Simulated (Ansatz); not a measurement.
Field-gradient calculation of Zr7O16 (charge −3) (part 2 of 3)

The same run, continued: Zr7O16 (defect cell, 23 atoms in the cell, total charge −3); DFT, PBE, plane waves, PAW, spin-polarised (Ansatz 0.2.0); cutoff 420 eV, 3×3×3 k-mesh, Methfessel–Paxton smearing of 0.005 eV, collinear spins. The structure derives from an entry of the Crystallography Open Database.

Geometry of the input (Å; fractional positions):
```
-0.8478  5.2023  5.2552
4.3009  0.0000  5.2552
5.1487  5.2023  0.0000
Zr 0.4863  0.7228  0.5534
Zr 0.0534  0.2376  0.4862
Zr 0.5535  0.7375  0.9862
Zr 0.5138  0.2772  0.4465
Zr 0.0138  0.7772  0.9465
Zr 0.4465  0.2625  0.0137
Zr 0.9466  0.7624  0.5137
O  0.3930  0.0861  0.3629
O  0.8931  0.5861  0.8628
O  0.8628  0.1580  0.3930
O  0.3628  0.6579  0.8930
O  0.1069  0.4138  0.1371
O  0.6069  0.9138  0.6371
O  0.6371  0.3421  0.1069
O  0.1371  0.8420  0.6069
O  0.3042  0.0421  0.0273
O  0.8042  0.5421  0.5273
O  0.0273  0.1264  0.8042
O  0.5273  0.6264  0.3042
O  0.1958  0.4579  0.4727
O  0.6958  0.9579  0.9727
O  0.4727  0.3736  0.6958
O  0.9727  0.8736  0.1958
```

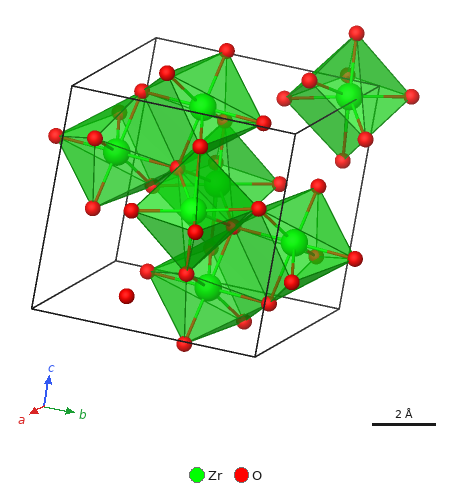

*The structure (polyhedral view of the reduced cell, seen slightly off an axis; polyhedra are completed across the faces of the cell).*

**The program's output, continued**
```
SCF iter   1: F=—  HF=-38359.391338 eV  |F-HF|=—  |Δ(HF+E_count)|=         —  Δρ=4.36e-2 (↑4.36e-2 ↓3.15e-2)  dr2=1.59e1  dr2_m=5.64e-1  M=1.000 μB ∫|m|=1.418 μB  β_m=0.30  ethr=3.10e-3  ⟨swp⟩=5.9  Hψ=11924  notcnv=0  defer=300
Mixer restart at iter 1: flushing history
preconditioner: auto → Resta (q_TF=auto, 2.539 Å⁻¹)  ε∞=6.3  [insulator: Δε(μ)=0.056 eV  Ē_g=10.852 eV  σ=0.005 eV  W_gap=1.00  n_scr=70 (ndim 8)  ℏωp=24.9 eV  f_vac=0.006  D(μ)=0.00/eV (n_scr^D=0)  ε∞_Penn≈6.3]
spin=Collinear: Resta preconditioning applied to the charge; magnetization (m = ρ↑ − ρ↓) channel mixes plain (no charge-response kernel on spin).
SCF iter   2: F=—  HF=-38356.011503 eV  |F-HF|=—  |Δ(HF+E_count)|=    3.38e0  Δρ=2.20e-2 (↑2.20e-2 ↓2.03e-2)  dr2=4.13e0  dr2_m=3.04e-1  M=1.000 μB ∫|m|=1.313 μB  β_m=0.42  ethr=3.10e-3  ⟨swp⟩=2.0  Hψ=4513  notcnv=0  defer=502
SCF iter   3: F=—  HF=-38360.455654 eV  |F-HF|=—  |Δ(HF+E_count)|=    4.44e0  Δρ=1.44e-2 (↑9.32e-3 ↓1.44e-2)  dr2=1.27e0  dr2_m=7.43e-2  M=1.000 μB ∫|m|=1.207 μB  β_m=0.71  ethr=2.25e-3  ⟨swp⟩=2.0  Hψ=3736  notcnv=0  defer=502
SCF iter   4: F=—  HF=-38363.722619 eV  |F-HF|=—  |Δ(HF+E_count)|=    3.27e0  Δρ=5.19e-3 (↑5.19e-3 ↓4.91e-3)  dr2=2.48e-1  dr2_m=4.64e-3  M=1.000 μB ∫|m|=1.145 μB  β_m=0.77  ethr=6.94e-4  ⟨swp⟩=2.0  Hψ=5157  notcnv=0  defer=500
SCF iter   5: F=—  HF=-38363.708415 eV  |F-HF|=—  |Δ(HF+E_count)|=         —  Δρ=3.80e-3 (↑2.49e-3 ↓3.80e-3)  dr2=9.79e-2  dr2_m=3.09e-3  M=1.000 μB ∫|m|=1.134 μB  β_m=0.77  ethr=1.35e-4  ⟨swp⟩=2.4  Hψ=5272  notcnv=0  defer=500
Mixer restart at iter 5: flushing history
SCF iter   6: F=—  HF=-38363.729202 eV  |F-HF|=—  |Δ(HF+E_count)|=   2.08e-2  Δρ=1.98e-3 (↑1.98e-3 ↓1.47e-3)  dr2=1.97e-2  dr2_m=8.24e-4  M=1.000 μB ∫|m|=1.130 μB  β_m=0.71  ethr=5.35e-5  ⟨swp⟩=2.4  Hψ=5234  notcnv=0  defer=500
SCF iter   7: F=—  HF=-38363.733967 eV  |F-HF|=—  |Δ(HF+E_count)|=   4.77e-3  Δρ=5.35e-4 (↑4.85e-4 ↓5.35e-4)  dr2=3.50e-3  dr2_m=1.35e-4  M=1.000 μB ∫|m|=1.129 μB  β_m=0.86  ethr=1.08e-5  ⟨swp⟩=2.1  Hψ=5021  notcnv=0  defer=500
SCF iter   8: F=—  HF=-38363.736117 eV  |F-HF|=—  |Δ(HF+E_count)|=   2.15e-3  Δρ=2.31e-4 (↑1.70e-4 ↓2.31e-4)  dr2=4.30e-4  dr2_m=2.33e-5  M=1.000 μB ∫|m|=1.128 μB  β_m=0.93  ethr=1.91e-6  ⟨swp⟩=2.0  Hψ=4879  notcnv=0  defer=500
SCF iter   9: F=—  HF=-38363.736432 eV  |F-HF|=—  |Δ(HF+E_count)|=   3.15e-4  Δρ=1.16e-4 (↑1.16e-4 ↓9.90e-5)  dr2=9.75e-5  dr2_m=2.70e-6  M=1.000 μB ∫|m|=1.127 μB  β_m=0.89  ethr=2.35e-7  ⟨swp⟩=2.0  Hψ=5012  notcnv=0  defer=500
SCF iter  10: F=—  HF=-38363.736225 eV  |F-HF|=—  |Δ(HF+E_count)|=         —  Δρ=1.81e-4 (↑4.64e-5 ↓1.81e-4)  dr2=1.27e-4  dr2_m=1.62e-5  M=1.000 μB ∫|m|=1.127 μB  β_m=0.89  ethr=5.33e-8  ⟨swp⟩=2.0  Hψ=4927  notcnv=0  defer=500
Mixer restart at iter 10: flushing history
iteration 10: the input's own smearing fills from here on; a Gaussian of 0.005 eV has filled iterations ahead of it
SCF iter  11: F=—  HF=-38363.736323 eV  |F-HF|=—  |Δ(HF+E_count)|=   9.88e-5  S|Δr|=    0.00e0  Δρ=5.22e-4 (↑1.34e-4 ↓5.22e-4)  dr2=1.30e-3  dr2_m=1.17e-4  M=1.000 μB ∫|m|=1.127 μB  β_m=0.57  ethr=5.33e-8  ⟨swp⟩=2.0  Hψ=4360  notcnv=0  defer=500  recentre
SCF iter  12: F=—  HF=-38363.736220 eV  |F-HF|=—  |Δ(HF+E_count)|=   1.03e-4  S|Δr|=    0.00e0  Δρ=8.48e-5 (↑1.94e-5 ↓8.48e-5)  dr2=3.19e-5  dr2_m=3.81e-6  M=1.000 μB ∫|m|=1.127 μB  β_m=0.52  ethr=5.33e-8  ⟨swp⟩=2.0  Hψ=4316  notcnv=0  defer=500
SCF iter  13: F=—  HF=-38363.736220 eV  |F-HF|=—  |Δ(HF+E_count)|=   4.13e-7  S|Δr|=    0.00e0  Δρ=4.18e-5 (↑1.29e-5 ↓4.18e-5)  dr2=6.52e-6  dr2_m=9.35e-7  M=1.000 μB ∫|m|=1.127 μB  β_m=0.50  ethr=1.74e-8  ⟨swp⟩=2.0  Hψ=3990  notcnv=0  defer=500
SCF iter  14: F=—  HF=-38363.736221 eV  |F-HF|=—  |Δ(HF+E_count)|=   8.39e-7  S|Δr|=    0.00e0  Δρ=1.60e-5 (↑7.83e-6 ↓1.60e-5)  dr2=1.62e-6  dr2_m=8.96e-8  M=1.000 μB ∫|m|=1.127 μB  β_m=0.42  ethr=3.56e-9  ⟨swp⟩=2.0  Hψ=4193  notcnv=0  defer=500
SCF iter  15: F=—  HF=-38363.736221 eV  |F-HF|=—  |Δ(HF+E_count)|=   1.19e-8  S|Δr|=    0.00e0  Δρ=7.04e-6 (↑3.83e-6 ↓7.04e-6)  dr2=2.59e-7  dr2_m=2.53e-8  M=1.000 μB ∫|m|=1.127 μB  β_m=0.43  ethr=8.86e-10  ⟨swp⟩=2.0  Hψ=3829  notcnv=0  defer=500
SCF iter  16: F=—  HF=-38363.736221 eV  |F-HF|=—  |Δ(HF+E_count)|=   3.76e-8  S|Δr|=    0.00e0  Δρ=4.49e-6 (↑2.62e-6 ↓4.49e-6)  dr2=1.06e-7  dr2_m=8.66e-9  M=1.000 μB ∫|m|=1.127 μB  β_m=0.45  ethr=5.46e-11  ⟨swp⟩=16.1  Hψ=22360  notcnv=0
SCF iter  17: F=—  HF=-38363.736221 eV  |F-HF|=—  |Δ(HF+E_count)|=   2.79e-8  S|Δr|=    0.00e0  Δρ=2.48e-6 (↑1.03e-6 ↓2.48e-6)  dr2=3.24e-8  dr2_m=3.14e-9  M=1.000 μB ∫|m|=1.127 μB  β_m=0.40  ethr=5.46e-11  ⟨swp⟩=8.0  Hψ=17404  notcnv=0
SCF iter  18: F=-38363.736221 eV  HF=-38363.736221 eV  |F-HF|=7.20e-10  |Δ(HF+E_count)|=   4.07e-9  S|Δr|=    0.00e0  Δρ=6.15e-7 (↑5.44e-7 ↓6.15e-7)  dr2=1.72e-9  dr2_m=5.44e-10  M=1.000 μB ∫|m|=1.127 μB  ethr=1.77e-11  ⟨swp⟩=7.0  Hψ=16552  notcnv=0
SCF 1 converged in 18 iterations: F = -38363.736221 eV  dr2 = 1.72e-9
  greatest PAW one-centre occupation: 0.995 electrons in one spin orbital (limit 2), on the Zr atom at site 2 (counted from 0), in its partial waves of l = 0
this state was not tested for a lower state beside it, because cold or Methfessel-Paxton smearing, or corrected tetrahedra, fill the levels in a way that the test cannot read (fill_not_monotonic; see scf.lower_state_search)
SCF converged after 18 iterations
Magnetization: 1.0000 μB (92.0000 up, 91.0000 down)
Absolute magnetization: 1.1284 μB (∫|ρ↑−ρ↓|, with the PAW one-centre terms)
Spin contamination: 0.0039 ħ² per cell (⟨S²⟩ above its minimum at these occupations)
Per-site moments (μB) at R_I (Å): [(-0.0007304511720191621, 0.847398044192347), (0.00039065647993658014, 0.8473980441923473), (0.0019486629083087252, 0.8473980441923472), (-0.0008714408136384392, 0.8473980441923472), (-0.006877027362921585, 0.8473980441923473), (-0.003398205890850889, 0.8473980441923472), (-0.004203400207004785, 0.8473980441923473), (0.002269340918006341, 0.887830660223284), (0.0923884769510564, 0.89636618942215), (0.060248042552236564, 0.8878306602232844), (0.003241004433222386, 0.8878306602232844), (0.14926645629157662, 0.8878306602232844), (0.004547348133739323, 0.8878306602232844), (0.017949294977457224, 0.8878306602232843), (0.008811321187434202, 0.887830660223284), (0.15685955082734962, 0.8513094550222687), (0.012151852082178666, 0.847398044192347), (0.17717795779859374, 0.8473980441923473), (0.004187258686969005, 0.8473980441923472), (0.005523611316910392, 0.8473980441923472), (0.015820681720391746, 0.8473980441923473), (0.002994875846893988, 0.8473980441923472), (0.2416265710399664, 0.8473980441923473)]
Free energy (F): -38363.736221 eV
Harris-Foulkes:  -38363.736221 eV  (|F-HF|=7.20e-10)
Internal energy: -38363.736172 eV  (E = F + TS)
E sigma→0 (E₀):  -38363.736208 eV
Entropy (-TS):   -0.000049 eV (-0.002 meV/atom)
Fermi energy:    9.526389 eV
Step filling:    the computed levels leave a gap of 0.0046 eV = 0.9 smearing widths at the electron count; against every level under it full and every level over it empty, smearing changes F+E_penalty+E_count by +3.04e-3 meV and its σ→0 estimate by +0.015 meV
--- Per-component energies (eV) ---
  E_band       = -836.329215
  E_kinetic    = 5205.010673
  E_local      = -10448.783662  (includes V_loc(G=0)·N_el)
  E_nonlocal   = 1306.535207
  E_hartree    = 3562.651328
  E_xc         = -2354.503786
  E_vxc        = -2897.903431  (∫ρ·V_xc dr)
  E_paw        = -23202.718601  (= ΣΔE_a)
  E_vpaw       = -1126.529996  (= ΣTr[D̂ρ^β])
  E_aug_tail   = 0.039697  (compensation charges beyond the density's cutoff)
  E_ewald      = -12431.967029
  E_smearing   = -0.000049  (= −TS)
  E_closure    = -0.000000  (closes the sum)
  E_deformation_potential = -55.362813  (in the stress; not in F)
  Σ components = -38363.736221   (vs F -38363.736221, Δ=0.00e0)
--- Forces (eV/Å), atoms counted from 1 ---
  atom   1  Zr     0.18070350     0.07914292    -0.03063781
  atom   2  Zr    -0.32854914    -0.19943549    -1.40499139
  atom   3  Zr    -0.22303043     0.52850361     0.13033379
  atom   4  Zr    -2.06511240     0.02743023     1.24305483
  atom   5  Zr     0.56908576     0.01887477    -0.02642240
  atom   6  Zr     0.47813303    -0.47034475    -1.02832035
  atom   7  Zr     0.79078905    -0.45269970     1.06125526
  atom   8  O     -0.17740316     0.65918610    -0.28421450
  atom   9  O      0.66386479    -1.27321805     1.27421572
  atom  10  O      1.44835782     1.14029523    -1.07466274
  atom  11  O     -0.53593834    -0.31045110     0.30928861
  atom  12  O      0.73572363     0.84103407     1.40947090
  atom  13  O     -0.05550098    -0.59485098    -0.30265371
  atom  14  O      1.29391256    -1.20499645    -1.33564672
  atom  15  O     -0.87386619     0.26559940     0.30582425
  atom  16  O     -1.06322256     1.48155336     0.67695843
  atom  17  O      0.35842391    -0.57217857    -0.23534016
  atom  18  O     -1.66308011    -1.05495329    -0.15761420
  atom  19  O      0.89276798     0.49909222    -0.01151607
  atom  20  O     -0.02672992     0.12917444     0.41368091
  atom  21  O      0.25636922     0.04442184     0.06004092
  atom  22  O     -0.04873315    -0.20824056     0.48534446
  atom  23  O     -0.60697137     0.62706094    -1.47745573
  max |Σ_I F_I| component: 7.70e-6 eV/Å
--- Stress (GPa, compression-positive) ---
       -5.100804      -0.754957      -1.011879
       -0.754957      -4.425550       0.182880
       -1.011879       0.182879      -5.344898
  P = ⅓ Tr σ = -4.9571 GPa (-49.571 kbar)
--- PAW observables at the nuclei: V_zz in 10²¹ V/m², potentials from the cell's mean, atoms counted from 1 ---
  atom   1  Zr V_zz =    +5.305548   η = 0.2340   by run symmetry: allowed   C_q = -22.5786 MHz
            electrostatic potential = -5923.223836 V   contact ρ = 490528.786249 e/Å³   contact ρ_s (e/Å³): all electrons -0.008440, valence -0.009937
  atom   2  Zr V_zz =    -5.138552   η = 0.6423   by run symmetry: allowed   C_q = +21.8679 MHz
            electrostatic potential = -5923.948579 V   contact ρ = 490528.215279 e/Å³   contact ρ_s (e/Å³): all electrons +0.163195, valence +0.154794
  atom   3  Zr V_zz =    +5.930080   η = 0.8761   by run symmetry: allowed   C_q = -25.2364 MHz
            electrostatic potential = -5924.018506 V   contact ρ = 490527.976123 e/Å³   contact ρ_s (e/Å³): all electrons +0.064751, valence +0.061586
  atom   4  Zr V_zz =    +5.102779   η = 0.5881   by run symmetry: allowed   C_q = -21.7157 MHz
            electrostatic potential = -5923.583893 V   contact ρ = 490528.582380 e/Å³   contact ρ_s (e/Å³): all electrons -0.005946, valence -0.007801
  atom   5  Zr V_zz =    +6.844189   η = 0.2748   by run symmetry: allowed   C_q = -29.1265 MHz
            electrostatic potential = -5924.072305 V   contact ρ = 490528.465919 e/Å³   contact ρ_s (e/Å³): all electrons -0.088863, valence -0.103371
  atom   6  Zr V_zz =    +6.595483   η = 0.6768   by run symmetry: allowed   C_q = -28.0681 MHz
            electrostatic potential = -5923.941992 V   contact ρ = 490528.410923 e/Å³   contact ρ_s (e/Å³): all electrons -0.051307, valence -0.058744
  atom   7  Zr V_zz =    +5.952987   η = 0.4147   by run symmetry: allowed   C_q = -25.3339 MHz
            electrostatic potential = -5923.837596 V   contact ρ = 490528.187321 e/Å³   contact ρ_s (e/Å³): all electrons +0.009880, valence -0.002342
  atom   8  O  V_zz =    +1.062322   η = 0.9563   by run symmetry: allowed   C_q = -0.6571 MHz
            electrostatic potential = -625.268344 V   contact ρ = 2156.419029 e/Å³   contact ρ_s (e/Å³): all electrons -0.001678, valence +0.001816
  atom   9  O  V_zz =    -1.262507   η = 0.4637   by run symmetry: allowed   C_q = +0.7809 MHz
            electrostatic potential = -626.656381 V   contact ρ = 2158.509090 e/Å³   contact ρ_s (e/Å³): all electrons +0.108308, valence +0.236947
  atom  10  O  V_zz =    -2.202624   η = 0.5368   by run symmetry: allowed   C_q = +1.3624 MHz
            electrostatic potential = -626.575526 V   contact ρ = 2157.964878 e/Å³   contact ρ_s (e/Å³): all electrons +0.112557, valence +0.195426
  atom  11  O  V_zz =    -1.136418   η = 0.9813   by run symmetry: allowed   C_q = +0.7029 MHz
            electrostatic potential = -625.423588 V   contact ρ = 2156.531402 e/Å³   contact ρ_s (e/Å³): all electrons -0.007220, valence -0.002152
  atom  12  O  V_zz =    +2.909129   η = 0.9048   by run symmetry: allowed   C_q = -1.7994 MHz
            electrostatic potential = -626.251675 V   contact ρ = 2158.342079 e/Å³   contact ρ_s (e/Å³): all electrons +0.134884, valence +0.350407
  atom  13  O  V_zz =    +0.888328   η = 0.4850   by run symmetry: allowed   C_q = -0.5494 MHz
            electrostatic potential = -625.285843 V   contact ρ = 2156.440261 e/Å³   contact ρ_s (e/Å³): all electrons +0.011201, valence +0.017810
  atom  14  O  V_zz =    -1.901187   η = 0.9618   by run symmetry: allowed   C_q = +1.1759 MHz
            electrostatic potential = -626.498312 V   contact ρ = 2158.302861 e/Å³   contact ρ_s (e/Å³): all electrons +0.002791, valence +0.028727
  atom  15  O  V_zz =    +0.966659   η = 0.8049   by run symmetry: allowed   C_q = -0.5979 MHz
            electrostatic potential = -625.458819 V   contact ρ = 2156.458492 e/Å³   contact ρ_s (e/Å³): all electrons -0.003061, valence +0.010225
  atom  16  O  V_zz =    +1.898355   η = 0.5375   by run symmetry: allowed   C_q = -1.1742 MHz
            electrostatic potential = -627.039966 V   contact ρ = 2159.272711 e/Å³   contact ρ_s (e/Å³): all electrons +0.255151, valence +0.474109
  atom  17  O  V_zz =    -1.298652   η = 0.9367   by run symmetry: allowed   C_q = +0.8032 MHz
            electrostatic potential = -625.726335 V   contact ρ = 2156.748525 e/Å³   contact ρ_s (e/Å³): all electrons +0.002003, valence +0.020492
  atom  18  O  V_zz =    +0.906920   η = 0.7256   by run symmetry: allowed   C_q = -0.5609 MHz
            electrostatic potential = -626.892206 V   contact ρ = 2159.410425 e/Å³   contact ρ_s (e/Å³): all electrons +0.282194, valence +0.531262
  atom  19  O  V_zz =    -1.581044   η = 0.7161   by run symmetry: allowed   C_q = +0.9779 MHz
            electrostatic potential = -625.789590 V   contact ρ = 2156.704812 e/Å³   contact ρ_s (e/Å³): all electrons +0.000991, valence +0.007335
  atom  20  O  V_zz =    -1.583178   η = 0.6785   by run symmetry: allowed   C_q = +0.9792 MHz
            electrostatic potential = -625.900459 V   contact ρ = 2156.691536 e/Å³   contact ρ_s (e/Å³): all electrons -0.006595, valence +0.001850
  atom  21  O  V_zz =    +0.830102   η = 0.9303   by run symmetry: allowed   C_q = -0.5134 MHz
            electrostatic potential = -626.064742 V   contact ρ = 2156.785539 e/Å³   contact ρ_s (e/Å³): all electrons +0.010630, valence +0.034242
  atom  22  O  V_zz =    -1.269261   η = 0.9658   by run symmetry: allowed   C_q = +0.7851 MHz
            electrostatic potential = -625.757946 V   contact ρ = 2156.691359 e/Å³   contact ρ_s (e/Å³): all electrons +0.000586, valence +0.005057
  atom  23  O  V_zz =    +4.273995   η = 0.1123   by run symmetry: allowed   C_q = -2.6436 MHz
            electrostatic potential = -626.441349 V   contact ρ = 2159.160209 e/Å³   contact ρ_s (e/Å³): all electrons +0.285053, valence +0.638059
--- Band table (eV; the first three rows and the last of 28) ---
```
